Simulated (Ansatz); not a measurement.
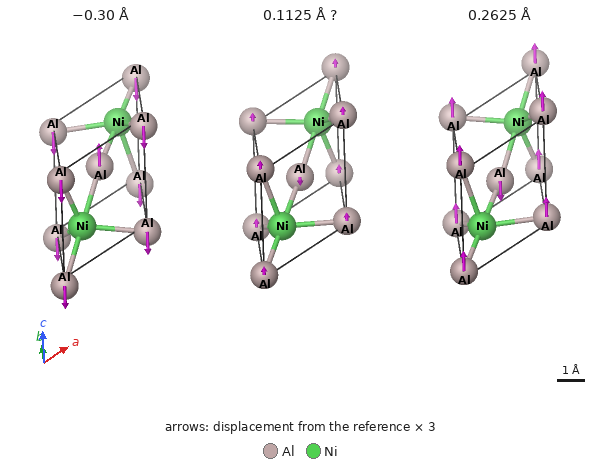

Energy scan for crystalline AlNi (Pm-3m), in which a normal mode of wave vector (1/2, 1/2, 1/2) of the primitive cell, folded into a doubled cell, (one arbitrary combination within a set of 3 degenerate modes) is frozen in with the cell fixed, the amplitude being the largest displacement of an atom. The picture is a ball-and-stick view of the cell of the calculation, seen from a free direction. Purple arrows: displacements from the reference.

Level of theory: Ansatz 0.2.0, DFT PBEsol, scalar-relativistic, plane waves, PAW. Settings: plane-wave cutoff 420 eV; k-point mesh 18 × 18 × 18; occupations gaussian; smearing width 0.15 eV; no spin polarisation. Energies (free energies at the smearing named) are counted from the relaxed crystal.

| largest displacement (Å) | E − E(ref) (meV/cell) |
| --- | --- |
| −0.3000 | 1129 |
| −0.1500 | 268 |
| 0.0000 | 0 |
| 0.0375 | 16 |
| 0.0750 | 66 |
| 0.1125 | ? |
| 0.1875 | 423 |
| 0.2250 | 617 |
| 0.2625 | 852 |

Estimate the missing energy from the other rows, and compare with the calculation.

A straight line between the two neighbours gives 185 meV/cell. A cubic through the four nearest rows (0.0375, 0.0750, 0.1875, 0.2250) gives, with Lagrange weights, (−0.3000)(16) + (1.0000)(66) + (0.5000)(423) + (−0.2000)(617) = 149 meV/cell. The calculation gives 149 meV/cell, so the cubic is right to the digits shown and the straight line 36 meV/cell too high, as the curve bends upwards here.

The whole profile:

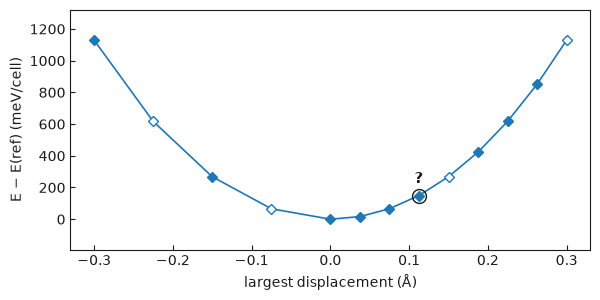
